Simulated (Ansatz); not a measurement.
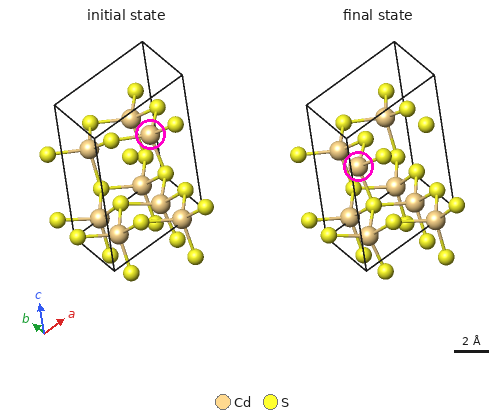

The two relaxed end points of a path for a defect cell of composition Cd₇S₈ (cell charge −2) with a Cd vacancy (15 atoms in the cell). A ball-and-stick model of the reduced simulation cell (origin moved), seen slightly off an axis. The moving atom is ringed, with any periodic copies. Lengths and directions refer to the drawn axes. Bonds to atoms that aren't drawn are left out.

These are results of DFT PBEsol, scalar-relativistic, plane waves, PAW in Ansatz, not measurements.

The input:
```yaml
crystal:
  lattice:
    - [-5.8241960529, 5.8241960529, 0.0]
    - [-5.8241960529, 0.0, 5.8241960529]
    - [0.0, 5.8241960529, 5.8241960529]
  atoms:
    - { symbol: Cd, position: [-0.012032485, 0.512032485, 0.012032485] }
    - { symbol: Cd, position: [0.512032485, -0.012032485, 0.012032485] }
    - { symbol: Cd, position: [0.512032485, 0.512032485, 0.487967515] }
    - { symbol: Cd, position: [-0.012032485, -0.012032485, 0.012032485] }
    - { symbol: Cd, position: [-0.012032485, 0.512032485, 0.487967515] }
    - { symbol: Cd, position: [0.512032485, -0.012032485, 0.487967515] }
    - { symbol: Cd, position: [0.0, 0.0, 0.5] }
    - { symbol: S, position: [0.6186219532, 0.6186219532, 0.1186219532] }
    - { symbol: S, position: [0.1441341404, 0.6186219532, 0.1186219532] }
    - { symbol: S, position: [0.6186219532, 0.1441341404, 0.1186219532] }
    - { symbol: S, position: [0.6186219532, 0.6186219532, 0.6441341404] }
    - { symbol: S, position: [0.1260614125, 0.1260614125, 0.1218157625] }
    - { symbol: S, position: [0.1260614125, 0.6218157625, 0.6260614125] }
    - { symbol: S, position: [0.6218157625, 0.1260614125, 0.6260614125] }
    - { symbol: S, position: [0.1260614125, 0.1260614125, 0.6260614125] }
total_charge: -2
basis:
  ecutwfc: 420
kpoints:
  mp_grid: { grid: [4, 4, 4] }
hamiltonian:
  xc: pbesol
scf:
  occupations: { method: gaussian, width: 0.05 }
output:
  forces: true
neb:
  images: 3
  f_tol: 0.05
  max_iterations: 60
  order_check: false
  final_atoms:
    - { symbol: Cd, position: [-0.5120325153, 0.5120325153, 0.0120325153] }
    - { symbol: Cd, position: [0.4879674847, -0.0120325153, 0.0120325153] }
    - { symbol: Cd, position: [0.4879674847, 0.5120325153, 0.4879674847] }
    - { symbol: Cd, position: [0.0120325153, -0.0120325153, 0.0120325153] }
    - { symbol: Cd, position: [0.0120325153, 0.5120325153, 0.4879674847] }
    - { symbol: Cd, position: [0.5, 0.0, 0.5] }
    - { symbol: Cd, position: [0.0120325153, -0.0120325153, 0.4879674847] }
    - { symbol: S, position: [0.6441341896, 0.6186219368, 0.1186219368] }
    - { symbol: S, position: [0.1186219368, 0.6186219368, 0.1186219368] }
    - { symbol: S, position: [0.6260614162, 0.1260614162, 0.1218157515] }
    - { symbol: S, position: [0.6260614162, 0.6218157515, 0.6260614162] }
    - { symbol: S, position: [0.1186219368, 0.1441341896, 0.1186219368] }
    - { symbol: S, position: [0.1186219368, 0.6186219368, 0.6441341896] }
    - { symbol: S, position: [0.6260614162, 0.1260614162, 0.6260614162] }
    - { symbol: S, position: [0.1218157515, 0.1260614162, 0.6260614162] }
  climbing: immediate
```

Run as
```bash
ansatz run input.yaml --threads 4 --pin off --max-ram 9216MiB --backend cpu --events-out ev --progress --plain --runs-dir out
```

> What barrier does the band find between them, and by what path?

The two ends have the same energy, and the highest point, image 2, lies 1.12 eV above the start. It is a vacancy jump: a nearby atom moves into the empty site and leaves its own site empty. A Cd atom travels furthest, 4.12 Å from end to end, along −a, on a path that bends up to 0.59 Å away from the straight line. At the highest image its nearest neighbour (S) is 2.48 Å away, against 2.50 Å at the start, and the surrounding atoms stand up to 0.65 Å off the mean of their end positions. The band is converged.

Energies of the converged images:

```json
{"image": "0", "path (Å)": "0.00", "E (eV)": "0.000"}
{"image": "1", "path (Å)": "1.34", "E (eV)": "0.488"}
{"image": "2", "path (Å)": "2.68", "E (eV)": "1.116"}
{"image": "3", "path (Å)": "4.03", "E (eV)": "0.488"}
{"image": "4", "path (Å)": "5.37", "E (eV)": "0.000"}
```

The geometry at the top of the path:

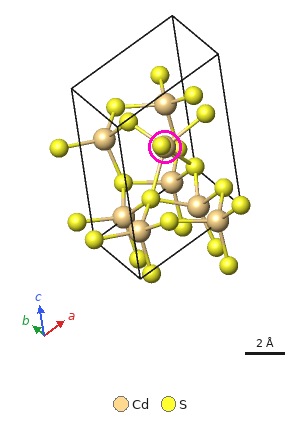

Limits of the set-up: the periodic images lie only 8.2 Å apart, so the values are limited by the cell's size; the cell is charged, on a uniform background, and energies carry no finite-size correction.
